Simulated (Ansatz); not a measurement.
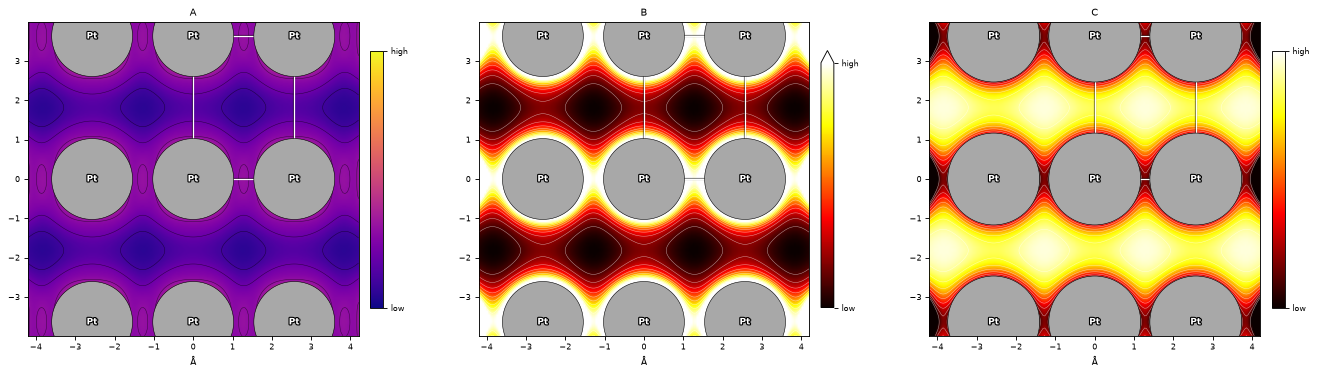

Pt: 3 fields on the (110) plane of the conventional cell, with unlabelled colour scales. Grey discs cover the atomic cores.

Space group Pm-3m; set up as Pt, simple cubic; a generated structure, not necessarily the stable one; changed on purpose from its base cell (volume × 1.0).

These are results of DFT, LDA (PW92), plane waves (420 eV) with PAW, scalar-relativistic in Ansatz, not measurements.

```
Pt
1.0
     2.57024    0.00000    0.00000
     0.00000    2.57024    0.00000
     0.00000    0.00000    2.57024
Pt
1
Cartesian
  0.0000 0.0000 0.0000
```

**Which field does each panel show? The fields are: electron localisation function, electrostatic potential energy of an electron and valence pseudo-density.**

Panel A: electron localisation function. Panel B: valence pseudo-density. Panel C: electrostatic potential energy of an electron (low next to the atoms, rising into the space between them). From the grid: Pt–Pt (2.57 Å): ρ is about 0.54 e/Å³ halfway; the ELF is about 0.30 at the midpoint: no shared electron pair shows on this line.
